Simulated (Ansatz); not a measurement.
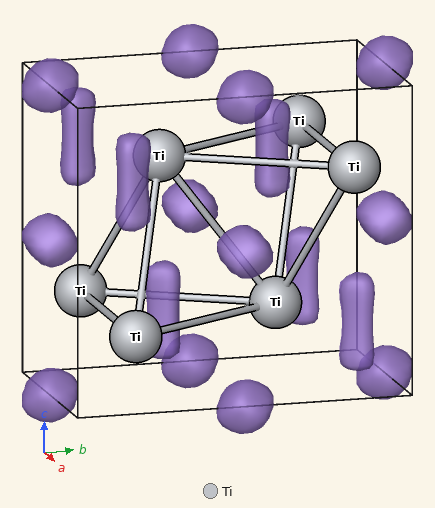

Figure 1: Ti. Isosurface of the electron localisation function at 0.65 (purple), seen slightly off an axis. Only the valence region is drawn (cores and ρ < 0.01 e/Å³ removed). Sticks mark near contacts.

Space group Cmcm; changed on purpose from its base cell (atoms moved at random by about 0.05 A); computed pressure about −6 GPa in this cell.

Computed with Kohn-Sham DFT of a periodic cell, PBEsol, Ansatz PAW in Ansatz 0.2.0.

In a PAW calculation such maps are meaningful between the atoms, not at the nuclei.

Input file:

```
crystal:
  lattice:
    - [2.95, 0.0, 0.0]
    - [-1.475, 2.5547749412, 0.0]
    - [0.0, 0.0, 4.68]
  atoms:
    - { symbol: Ti, position: [0.686162, 0.32688, 0.748487] }
    - { symbol: Ti, position: [0.337973, 0.672908, 0.24873] }
hamiltonian:
  xc: pbesol
  pseudopotentials: { kind: paw }
kpoints:
  mp_grid: { grid: [10, 10, 6] }
scf:
  occupations: { method: fermi_dirac, width: 0.05 }
output:
  forces: true
  stress: true
  eigenvalues: true
  write_density: true
  write_potential: true
  elf: true
  volumetric_format: npy
```

Launched as:

```sh
ansatz run input.yaml --threads 2 --pin off --max-ram 5632MiB --backend cpu --events-out ev --progress --plain --runs-dir out
```

Below, planes, directions and counts refer to the conventional cell (a = 2.95 Å, b = 5.11 Å, c = 4.68 Å, α = 90.00°, β = 90.00°, γ = 90.00°).

Q: Describe the localisation domains.

A: The surface consists of eight pockets between the atoms, centred on no nucleus (multi-centre or interstitial), counted in one cell of 4 atoms. Regions shared between cells count once. There are no localised bonds or lone pairs at this value.

Values along the shortest contacts:
Ti–Ti (2.87 Å): the ELF is about 0.20 at the midpoint: no shared electron pair shows on this line. Ti–Ti (2.94 Å): the ELF is about 0.25 at the midpoint; no localised pair shows between them.

Q: Does the calculation give a band gap?

A: It is gapless in this calculation (a metal or semimetal).
